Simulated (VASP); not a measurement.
```xyz
2
Lattice="2.9916 0.0000 0.0000 0.0000 2.9916 0.0000 0.0000 0.0000 2.9916" Properties=species:S:1:pos:R:3 pbc="T T T"
Ru    1.4958    1.4958    1.4958
Al    0.0000    0.0000    0.0000
```

Space group Pm-3m; computed pressure about −3 GPa in this cell.

All numbers below come from VASP, Kohn-Sham DFT of a periodic cell, PBEsol, VASP PAW PBE potentials, recommended.

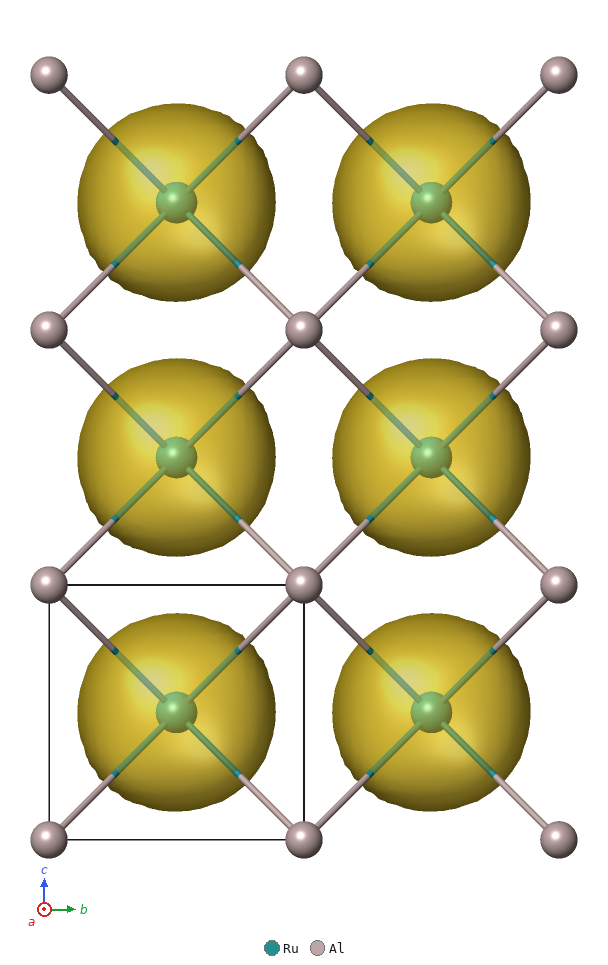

AlRu. Isosurface of the valence pseudo-density at 0.4 e/Å³ (yellow), seen along the a axis. Sticks mark near contacts.

The density is the valence pseudo-density of a PAW calculation; it isn't the true density close to the nuclei.

### How is the density connected at this value?

At this value the density breaks into separate islands; it holds about 70 % of the electrons treated as valence. It bridges none of the near contacts. It is pinched off along the shortest Al–Ru (2.59 Å) contacts. On the grid the lowest density along these lines, outside the cores, is 0.26 e/Å³ (Al–Ru, 2.59 Å).
